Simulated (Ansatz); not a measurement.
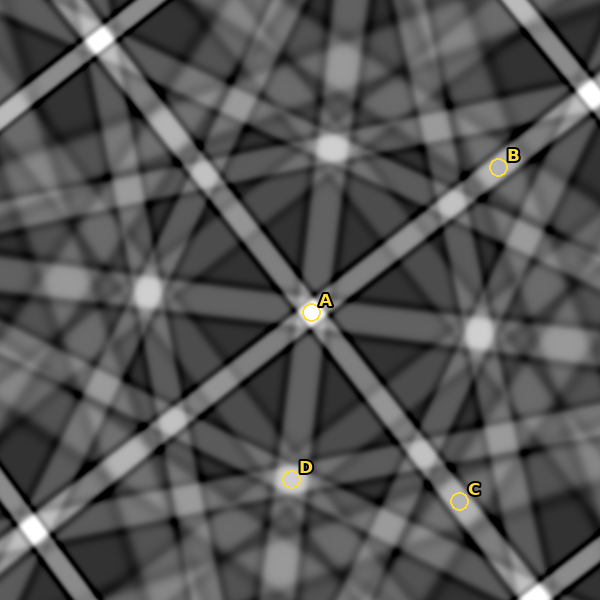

Simulated Kikuchi (electron backscatter) pattern at 30 kV: kinematic bands of width 2θ(Bragg) in gnomonic projection, seen from the camera side; the frame spans ±31° from its centre. Crystal: Mn, space group Fd-3m (No. 227), a = 4.92 Å. Structure: the geometry relaxed with DFT, m-r2SCAN, plane waves (500 eV) with PAW, scalar-relativistic (Ansatz); the starting structure was generated, so it need not be a known form of this composition.

Pole A is [001] and pole B is [-1-13].

Q: Index the poles C and D.

A: C is [-113], 25.2° from A and 35.1° from B. D is [013], 18.4° from A and 40.3° from B.

Q: Which band joins A and B, and how wide is it?

A: It comes from the planes common to both zones. The strongest order is 2 -2 0 with d = 1.741 Å, so the band is 2θ = 2.3° wide (λ = 0.0698 Å).
